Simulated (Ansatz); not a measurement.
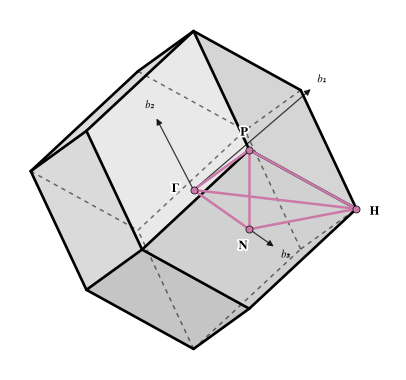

Crystal: Mg, the end point of a relaxation with Ansatz 0.2.0, DFT r2SCAN, scalar-relativistic, plane waves, PAW. The first Brillouin zone and its special points. All values are computed from the atomic coordinates in the standard setting (tolerance 0.002 Å).

Space group No. 229, Im-3m; a = 3.558 Å, b = 3.558 Å, c = 3.558 Å, α = 90.00°, β = 90.00°, γ = 90.00°.

Labels and path follow the convention of Hinuma et al. (2017), as computed by seekpath; the arrows show the directions of the reciprocal primitive vectors b₁, b₂, b₃, in which coordinates are given; lengths include the factor 2π.

### List the special points with their coordinates and distances from Γ.

```tsv
point	k₁	k₂	k₃	length of k (1/Å)
Γ	0	0	0	0.000
H	1/2	−1/2	1/2	1.766
P	1/4	1/4	1/4	1.530
N	0	0	1/2	1.249
```

### What is the zone's volume?

(2π)³ over the primitive cell's volume of 22.51 Å³: 11 Å⁻³.
